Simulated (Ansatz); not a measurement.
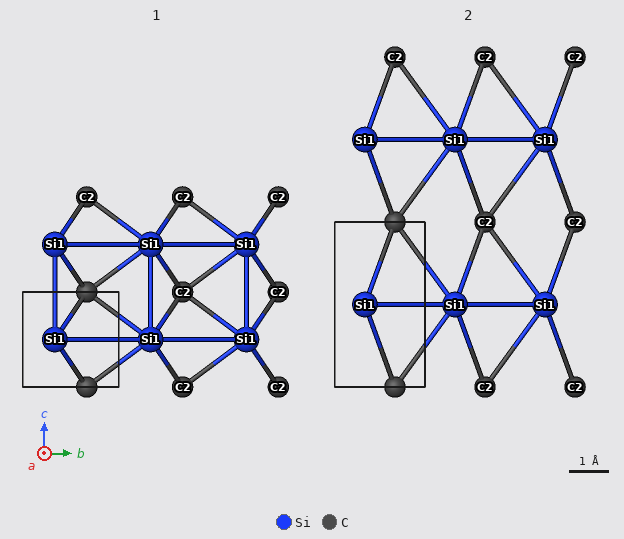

Two geometries of solid SiC (a generated structure, set up in P-6m2) (coarse preliminary run), drawn at one scale. One is the start of a relaxation, the other its converged end. The picture is a ball-and-stick view of the cell of the calculation, repeated 1 × 3 × 2 with one cell outlined, seen along the a axis.

These are results of Ansatz 0.2.0, DFT PBE, scalar-relativistic, plane waves, PAW, not measurements. (plane-wave cutoff 420 eV; k-point mesh 6 × 6 × 4; occupations gaussian; smearing width 0.1 eV; no spin polarisation; cell and atoms relaxed; force threshold 0.04 eV/Å; at most 70 steps)

**Which one is relaxed?**

Structure 1 is the relaxed one. No atom moves by more than 0.005 Å relative to the cell. The drawn cell changes as follows: a = b 2.732 → 2.906 Å (+6.4 %), c 4.334 → 2.496 Å (−42.4 %); the volume changes by −34.8 %. Some distances before and after: Si1–Si1 4.334 → 2.496 Å, Si1–C2 2.680 → 2.091 Å, Si1–Si1 (another image) 2.732 → 2.906 Å. The space group stays P-6m2 (No. 187). The energy falls by 1606 meV per atom in 12 accepted moves (13 points after the start). All forces vanish by symmetry, so only the cell relaxes. Pressure: −21.04 GPa at the start and −0.10 GPa at the end. The SCF was repeated once at an unchanged geometry on a basis and grid sized afresh for the cell, which shifted the energy by 0.9 meV per atom at most. The run took 16 s on 1 thread of Intel(R) Xeon(R) Processor @ 2.70GHz, with other jobs on the host, peak memory 0.3 GiB.

Limits of the set-up: the k-point mesh is coarse for a cell with partly filled bands.
